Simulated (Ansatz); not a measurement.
# Run report: Ru, geometry relaxation (part 1 of 2)

System: Ru (slab, 4 atoms in the cell).
Method: DFT LDA, scalar-relativistic, plane waves, PAW, PAW set soft_1, no spin polarisation (Ansatz 0.2.0).

The structure derives from an entry of the Crystallography Open Database. The input holds or restrains some coordinates. Forces given for the steps count only the free coordinates. Figures and captions count atoms from 1; the log counts them from 0 in places.

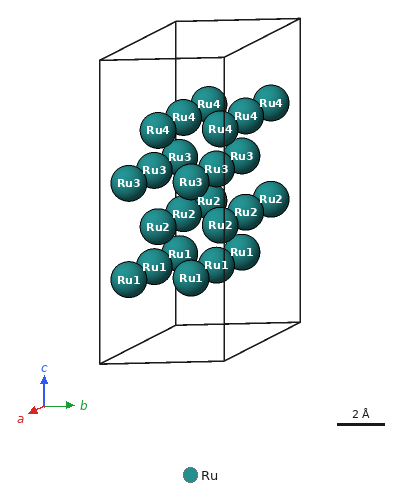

Fig. 1: The input geometry (spheres-only view of the 3 × 2 repeat of the cell, with the vacuum cut short, seen slightly off an axis; atoms are numbered from 1 in the order of the input). An atom can appear more than once, as a periodic image.

**Key numbers**

- outcome: converged under the restraints of the input
- electrons treated: 64
- free energy: −23030.8270 eV
- work function, top face: 5.43 eV
- work function, bottom face: 5.46 eV
- Fermi energy: 6.902 eV
- gap on the k-point mesh: none (metallic)
- final volume: 125.96 Å³
- work function (upper face): 5.43 eV
- largest force (length of the vector) at the end, held atoms and coordinates included: 0.685 eV/Å
- hardware: 1 thread of Arm Neoverse N1, 24 GiB of memory available, shared host
- wall time: 70 s
- peak memory: 0.34 GiB

The program warns: the PAW datasets were made with another functional; the exchange-correlation potential is rough where the density is thin.

**Input**
```yaml
crystal:
  lattice:
    - [2.6740588489, 0.0, 0.0]
    - [-1.3370294244, 2.3158028943, 0.0]
    - [0.0, 0.0, 20.3401414773]
  atoms:
    - { symbol: Ru, position: [0.6666666667, 0.3333333333, 0.3441470654] }
    - { symbol: Ru, position: [0.3333333333, 0.6666666667, 0.4480490218] }
    - { symbol: Ru, position: [0.6666666667, 0.3333333333, 0.5519509782] }
    - { symbol: Ru, position: [0.3333333333, 0.6666666667, 0.6558529346] }
basis:
  ecutwfc: 420
kpoints:
  mp_grid: { grid: [12, 12, 1] }
hamiltonian:
  xc: lda
  pseudopotentials: { kind: paw, azcp: { folder: soft_1 } }
scf:
  occupations: { method: gaussian, width: 0.1 }
output:
  forces: true
  eigenvalues: true
  write_density: true
  write_potential: true
  elf: true
  volumetric_format: npy
relax:
  adjacent_minimum: "off"
  f_tol: 0.03
  max_steps: 50
  constraints: [{ sites: [0, 1] }]
efield:
  axis: 3
  dipole_correction: true
  ramp_width: 0.04
```

Run as:
```bash
ansatz run input.yaml --threads 1 --pin off --max-ram 3072MiB --backend cpu --events-out ev --progress --plain --runs-dir out
```

**Output**
```
Warning: [file] the record states the generating functional pbe (its physics header spells it `PBE`), which answers neither for hamiltonian.xc's functional nor for the lda family's — results may be inconsistent (PPs are generated against a specific XC)
Engine: ansatz 0.2.0, aarch64-unknown-linux-gnu
Pseudopotentials: kind: paw
Pseudopotential: Ru, paw, valence charge 16, recommended cutoff 420 eV (normal), [file]
Functional definition: SPW92
  exchange = slater_x
  correlation = pw_c
Crystal: 4 atoms, lattice volume = 125.958 Å³
Basis set: ecut = 420 eV, 2509 PW (Γ)
Bands: 39, of which v1, the nominal top of the filled ones, is band 32 counted from 1 (31 counted from 0)
Symmetry: 6 space group operations
k-points: 19 of 144 (time reversal used)
Non-local potential: Ru, projectors of the file, l = 0: 3, l = 1: 2, l = 2: 2, l = 3: 1
PAW form: soft (Blöchl's): semilocal exchange-correlation on the pseudo side does not see the compensation charge
PAW frozen core: Ru, regenerated for the run's functional, and the local potential with it (the file was generated under x = pbe(κ = 0.804, μ = 0.2195149727645171), c = pbe(β = 0.06672455060314922))
PAW one-centre angular grid: Ru, 590 points (default); XC on 64 Gauss nodes
Initial density: superposition of atomic densities (neutral atoms: chi_scale 0, normalization atom)
Initial wavefunctions: pseudopotential atomic-orbital guess
Functional: x = slater, c = lda
SCF iter   1: F=—  HF=-23033.915191 eV  |F-HF|=—  |Δ(HF+E_count)|=         —  Δρ=8.23e-2  dr2=1.12e1  ethr=3.10e-3  p=0.000 e·Å  D=9.23e-14 V/Å  ΔV_dip=-0.00 eV  dr2_dipole=1.34e-6  V_vac-E_F(+/−)=6.20/6.20 eV  ⟨swp⟩=7.9  Hψ=3390  notcnv=0
efield: sawtooth ramp at fractional position 0.9800 (placed from the atoms, in the widest stretch of the axis that holds none; the zero of the levels goes with the place), width 0.0400; the density the first Hamiltonian is built on has a dipole p = 0.000 e·Å; the dipole correction subtracts the counter field D = 9.23e-14 V/Å, which shifts the + side's vacuum level by -0.00 eV against the − side's; the planar-averaged density in the ramp window peaks in size at 1.1e-5 e/Å³
preconditioner: auto → LDOS  [metal: Δε(μ)=0.056 eV  Ē_g=5.377 eV  σ=0.100 eV  W_gap=0.30  n_scr=14 (ndim 8)  ℏωp=18.7 eV  f_vac=0.510  D(μ)=3.12/eV (n_scr^D=12)  β→1.0]
SCF iter   2: F=—  HF=-23034.480848 eV  |F-HF|=—  |Δ(HF+E_count)|=   5.66e-1  Δρ=8.78e-2  dr2=1.35e1  ethr=3.10e-3  p=-0.000 e·Å  D=-8.36e-5 V/Å  ΔV_dip=0.00 eV  dr2_dipole=3.95e-5  V_vac-E_F(+/−)=5.44/5.44 eV  ⟨swp⟩=4.0  Hψ=2099  notcnv=0  defer=25
SCF iter   3: F=—  HF=-23030.818439 eV  |F-HF|=—  |Δ(HF+E_count)|=    3.66e0  Δρ=7.61e-3  dr2=5.02e-2  ethr=3.10e-3  p=-0.000 e·Å  D=-3.68e-5 V/Å  ΔV_dip=0.00 eV  dr2_dipole=3.97e-6  V_vac-E_F(+/−)=5.68/5.68 eV  ⟨swp⟩=3.0  Hψ=2012  notcnv=0  defer=18
SCF iter   4: F=—  HF=-23030.805751 eV  |F-HF|=—  |Δ(HF+E_count)|=   1.27e-2  Δρ=3.01e-3  dr2=2.34e-2  ethr=7.84e-5  p=-0.000 e·Å  D=-1.37e-5 V/Å  ΔV_dip=0.00 eV  dr2_dipole=2.90e-7  V_vac-E_F(+/−)=5.56/5.56 eV  ⟨swp⟩=2.9  Hψ=1742  notcnv=0  defer=18
SCF iter   5: F=—  HF=-23030.800463 eV  |F-HF|=—  |Δ(HF+E_count)|=   5.29e-3  Δρ=7.47e-4  dr2=6.04e-4  ethr=3.65e-5  p=-0.000 e·Å  D=-8.22e-6 V/Å  ΔV_dip=0.00 eV  dr2_dipole=3.17e-8  V_vac-E_F(+/−)=5.53/5.53 eV  ⟨swp⟩=2.2  Hψ=1075  notcnv=0  defer=18
SCF iter   6: F=—  HF=-23030.800601 eV  |F-HF|=—  |Δ(HF+E_count)|=   1.38e-4  Δρ=2.79e-4  dr2=1.33e-4  ethr=9.44e-7  p=-0.000 e·Å  D=-3.53e-6 V/Å  ΔV_dip=0.00 eV  dr2_dipole=3.42e-9  V_vac-E_F(+/−)=5.51/5.51 eV  ⟨swp⟩=3.3  Hψ=1498  notcnv=0  defer=18
SCF iter   7: F=-23030.800623 eV  HF=-23030.800627 eV  |F-HF|=4.44e-6  |Δ(HF+E_count)|=   2.63e-5  Δρ=7.03e-5  dr2=1.11e-5  ethr=3.52e-8  p=-0.000 e·Å  D=-1.09e-6 V/Å  ΔV_dip=0.00 eV  dr2_dipole=1.24e-11  V_vac-E_F(+/−)=5.49/5.49 eV  ⟨swp⟩=19.7  Hψ=8391  notcnv=0
SCF 1 converged in 7 iterations: F = -23030.800623 eV  dr2 = 1.11e-5
  greatest PAW one-centre occupation: 1.000 electrons in one spin orbital (limit 2), on the Ru atom at site 1 (counted from 0), in its partial waves of l = 0
relax step   1: F+E_penalty+E_count = -23030.80062298 eV  Δ(F+E_penalty+E_count) = +0.000e0 eV  max|allowed force component| = 7.246e-1 eV/Å  Δτ_max = 0.0000 Å  (7 SCF iters, dr2 threshold 2.25e-5 eV, accepted)
Initial density: handed on by an earlier stage of this run
Initial wavefunctions: those handed on with the density
iter 1 solved again at ethr=1.25e-3 eV; its pass at ethr=3.10e-3 eV (dr2=8.01e-1 eV) is discarded
SCF iter   1: F=—  HF=-23030.847737 eV  |F-HF|=—  |Δ(HF+E_count)|=         —  Δρ=1.09e-2  dr2=8.19e-1  ethr=1.25e-3  p=-0.000 e·Å  D=-7.35e-6 V/Å  ΔV_dip=0.00 eV  dr2_dipole=3.00e-1  V_vac-E_F(+/−)=5.47/5.47 eV  ⟨swp⟩=1.5  Hψ=2912  notcnv=0  defer=10
efield: sawtooth ramp at fractional position 0.9800 (handed on by an earlier solve), width 0.0400; the density the first Hamiltonian is built on has a dipole p = -0.000 e·Å; the dipole correction subtracts the counter field D = -7.35e-6 V/Å, which shifts the + side's vacuum level by +0.00 eV against the − side's; the planar-averaged density in the ramp window peaks in size at 9.7e-6 e/Å³
preconditioner: auto → LDOS  [metal: Δε(μ)=0.048 eV  Ē_g=5.050 eV  σ=0.100 eV  W_gap=0.27  n_scr=14 (ndim 8)  ℏωp=18.7 eV  f_vac=0.516  D(μ)=4.60/eV (n_scr^D=16)  β→1.0]
SCF iter   2: F=—  HF=-23030.825939 eV  |F-HF|=—  |Δ(HF+E_count)|=   2.18e-2  Δρ=3.97e-3  dr2=5.62e-2  ethr=1.25e-3  p=-0.000 e·Å  D=-9.91e-5 V/Å  ΔV_dip=0.00 eV  dr2_dipole=1.50e-2  V_vac-E_F(+/−)=5.46/5.46 eV  ⟨swp⟩=2.1  Hψ=1042  notcnv=0  defer=10
SCF iter   3: F=—  HF=-23030.826237 eV  |F-HF|=—  |Δ(HF+E_count)|=   2.99e-4  Δρ=4.07e-3  dr2=4.36e-2  ethr=8.78e-5  p=0.002 e·Å  D=2.74e-3 V/Å  ΔV_dip=-0.06 eV  dr2_dipole=2.64e-3  V_vac-E_F(+/−)=5.40/5.45 eV  ⟨swp⟩=2.8  Hψ=1554  notcnv=0  defer=12
SCF iter   4: F=—  HF=-23030.816217 eV  |F-HF|=—  |Δ(HF+E_count)|=   1.00e-2  Δρ=4.65e-4  dr2=5.02e-4  ethr=6.81e-5  p=0.002 e·Å  D=2.16e-3 V/Å  ΔV_dip=-0.04 eV  dr2_dipole=5.26e-7  V_vac-E_F(+/−)=5.41/5.45 eV  ⟨swp⟩=2.4  Hψ=1226  notcnv=0  defer=12
SCF iter   5: F=—  HF=-23030.816194 eV  |F-HF|=—  |Δ(HF+E_count)|=   2.34e-5  Δρ=1.42e-4  dr2=4.25e-5  ethr=7.84e-7  p=0.002 e·Å  D=2.19e-3 V/Å  ΔV_dip=-0.04 eV  dr2_dipole=2.07e-7  V_vac-E_F(+/−)=5.41/5.45 eV  ⟨swp⟩=2.6  Hψ=1380  notcnv=0  defer=21
SCF iter   6: F=-23030.816199 eV  HF=-23030.816202 eV  |F-HF|=2.56e-6  |Δ(HF+E_count)|=   7.91e-6  Δρ=5.28e-5  dr2=6.92e-6  ethr=5.13e-8  p=0.002 e·Å  D=2.30e-3 V/Å  ΔV_dip=-0.05 eV  dr2_dipole=1.09e-6  V_vac-E_F(+/−)=5.40/5.45 eV  ⟨swp⟩=20.2  Hψ=8042  notcnv=0
SCF 2 converged in 6 iterations: F = -23030.816199 eV  dr2 = 6.92e-6
  greatest PAW one-centre occupation: 1.000 electrons in one spin orbital (limit 2), on the Ru atom at site 2 (counted from 0), in its partial waves of l = 0
relax step   2: F+E_penalty+E_count = -23030.81619934 eV  Δ(F+E_penalty+E_count) = -1.558e-2 eV  max|allowed force component| = 4.821e-1 eV/Å  Δτ_max = 0.1295 Å  (6 SCF iters, dr2 threshold 3.28e-5 eV, accepted)
SCF iter   1: F=—  HF=-23030.832820 eV  |F-HF|=—  |Δ(HF+E_count)|=         —  Δρ=4.45e-3  dr2=1.07e-1  ethr=2.18e-3  p=0.002 e·Å  D=2.30e-3 V/Å  ΔV_dip=-0.05 eV  dr2_dipole=3.05e-2  V_vac-E_F(+/−)=5.41/5.45 eV  ⟨swp⟩=3.6  Hψ=1582  notcnv=0  defer=23
efield: sawtooth ramp at fractional position 0.9800 (handed on by an earlier solve), width 0.0400; the density the first Hamiltonian is built on has a dipole p = 0.002 e·Å; the dipole correction subtracts the counter field D = 2.30e-3 V/Å, which shifts the + side's vacuum level by -0.05 eV against the − side's; the planar-averaged density in the ramp window peaks in size at 1.2e-5 e/Å³
preconditioner: auto → LDOS  [metal: Δε(μ)=0.026 eV  Ē_g=4.999 eV  σ=0.100 eV  W_gap=0.14  n_scr=14 (ndim 8)  ℏωp=18.7 eV  f_vac=0.517  D(μ)=4.29/eV (n_scr^D=16)  β→1.0]
SCF iter   2: F=—  HF=-23030.828900 eV  |F-HF|=—  |Δ(HF+E_count)|=   3.92e-3  Δρ=1.85e-3  dr2=1.67e-2  ethr=1.68e-4  p=0.002 e·Å  D=3.02e-3 V/Å  ΔV_dip=-0.06 eV  dr2_dipole=6.07e-3  V_vac-E_F(+/−)=5.40/5.46 eV  ⟨swp⟩=2.1  Hψ=1090  notcnv=0  defer=23
SCF iter   3: F=—  HF=-23030.828662 eV  |F-HF|=—  |Δ(HF+E_count)|=   2.38e-4  Δρ=1.78e-3  dr2=7.83e-3  ethr=2.61e-5  p=0.001 e·Å  D=1.25e-3 V/Å  ΔV_dip=-0.03 eV  dr2_dipole=6.76e-4  V_vac-E_F(+/−)=5.43/5.46 eV  ⟨swp⟩=3.4  Hψ=1489  notcnv=0  defer=23
SCF iter   4: F=—  HF=-23030.826972 eV  |F-HF|=—  |Δ(HF+E_count)|=   1.69e-3  Δρ=2.36e-4  dr2=1.47e-4  ethr=1.22e-5  p=0.001 e·Å  D=1.66e-3 V/Å  ΔV_dip=-0.03 eV  dr2_dipole=6.86e-6  V_vac-E_F(+/−)=5.43/5.46 eV  ⟨swp⟩=2.3  Hψ=1097  notcnv=0  defer=23
SCF iter   5: F=-23030.826970 eV  HF=-23030.826978 eV  |F-HF|=8.35e-6  |Δ(HF+E_count)|=   6.52e-6  Δρ=7.30e-5  dr2=1.19e-5  ethr=2.27e-8  p=0.001 e·Å  D=1.64e-3 V/Å  ΔV_dip=-0.03 eV  dr2_dipole=2.71e-6  V_vac-E_F(+/−)=5.42/5.46 eV  ⟨swp⟩=19.5  Hψ=8596  notcnv=0
SCF 3 converged in 5 iterations: F = -23030.826970 eV  dr2 = 1.19e-5
relax step   3: F+E_penalty+E_count = -23030.82696988 eV  Δ(F+E_penalty+E_count) = -1.077e-2 eV  max|allowed force component| = 2.001e-2 eV/Å  Δτ_max = 0.0515 Å  (5 SCF iters, dr2 threshold 1.45e-5 eV, accepted)
iter 1 solved again at ethr=1.85e-8 eV; its pass at ethr=3.10e-3 eV (dr2=1.19e-5 eV) is discarded
SCF iter   1: F=—  HF=-23030.826978 eV  |F-HF|=—  |Δ(HF+E_count)|=         —  Δρ=7.30e-5  dr2=1.19e-5  ethr=1.85e-8  p=0.001 e·Å  D=1.64e-3 V/Å  ΔV_dip=-0.03 eV  dr2_dipole=2.71e-6  V_vac-E_F(+/−)=5.42/5.46 eV  ⟨swp⟩=1.0  Hψ=1938  notcnv=0
efield: sawtooth ramp at fractional position 0.9800 (handed on by an earlier solve), width 0.0400; the density the first Hamiltonian is built on has a dipole p = 0.001 e·Å; the dipole correction subtracts the counter field D = 1.64e-3 V/Å, which shifts the + side's vacuum level by -0.03 eV against the − side's; the planar-averaged density in the ramp window peaks in size at 1.2e-5 e/Å³
preconditioner: auto → LDOS  [metal: Δε(μ)=0.026 eV  Ē_g=4.996 eV  σ=0.100 eV  W_gap=0.14  n_scr=14 (ndim 8)  ℏωp=18.7 eV  f_vac=0.517  D(μ)=4.37/eV (n_scr^D=16)  β→1.0]
SCF iter   2: F=—  HF=-23030.826982 eV  |F-HF|=—  |Δ(HF+E_count)|=   3.38e-6  Δρ=5.73e-5  dr2=5.74e-6  ethr=1.85e-8  p=0.001 e·Å  D=1.52e-3 V/Å  ΔV_dip=-0.03 eV  dr2_dipole=1.58e-9  V_vac-E_F(+/−)=5.43/5.46 eV  ⟨swp⟩=2.7  Hψ=1487  notcnv=0
SCF iter   3: F=—  HF=-23030.826981 eV  |F-HF|=—  |Δ(HF+E_count)|=   1.09e-6  Δρ=1.61e-5  dr2=9.33e-7  ethr=8.97e-9  p=0.001 e·Å  D=1.52e-3 V/Å  ΔV_dip=-0.03 eV  dr2_dipole=9.39e-8  V_vac-E_F(+/−)=5.43/5.46 eV  ⟨swp⟩=2.8  Hψ=1507  notcnv=0
SCF iter   4: F=-23030.826980 eV  HF=-23030.826980 eV  |F-HF|=8.35e-8  |Δ(HF+E_count)|=   9.09e-8  Δρ=5.48e-6  dr2=8.33e-8  ethr=1.56e-10  p=0.001 e·Å  D=1.50e-3 V/Å  ΔV_dip=-0.03 eV  dr2_dipole=2.09e-8  V_vac-E_F(+/−)=5.43/5.46 eV  ⟨swp⟩=11.3  Hψ=6581  notcnv=0
SCF 4 converged in 4 iterations: F = -23030.826980 eV  dr2 = 8.33e-8
relax step   4: F+E_penalty+E_count = -23030.82698035 eV  Δ(F+E_penalty+E_count) = -1.047e-5 eV  max|allowed force component| = 2.048e-2 eV/Å  Δτ_max = 0.0000 Å  (4 SCF iters, accepted)
```

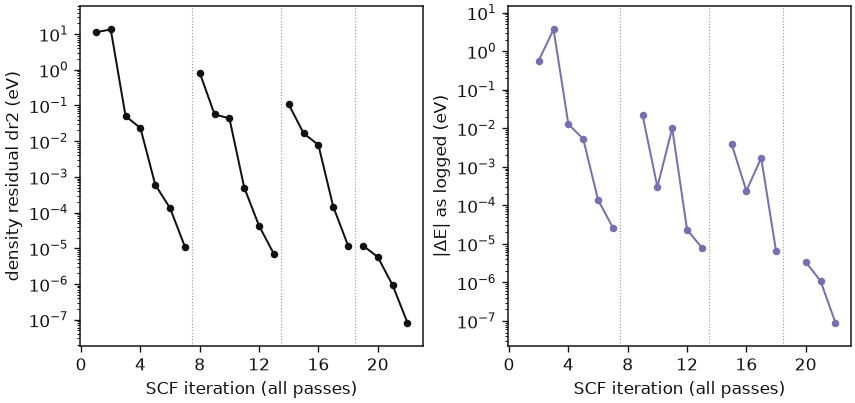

Fig. 2: Convergence of the self-consistent field: density residual dr2 and size of the energy change against the SCF iteration. The dotted lines part the SCF passes of the relaxation: geometry steps, rejected trials and re-solves on a re-selected basis. The passes take 7, 6, 5 and 4 iterations.

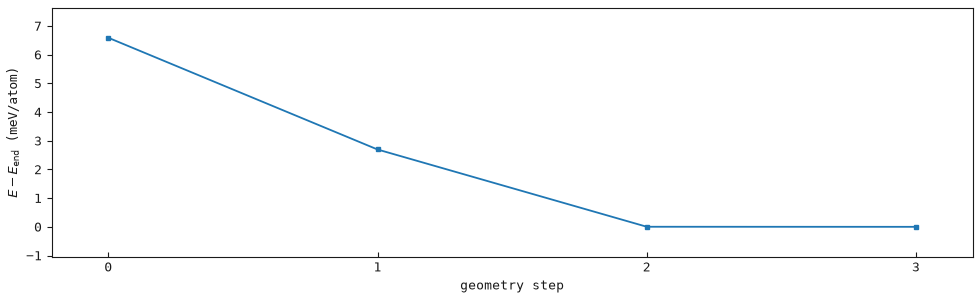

Fig. 3: Progress of the restrained relaxation, step by step (the first geometry is step 0 here and step 1 in the log).
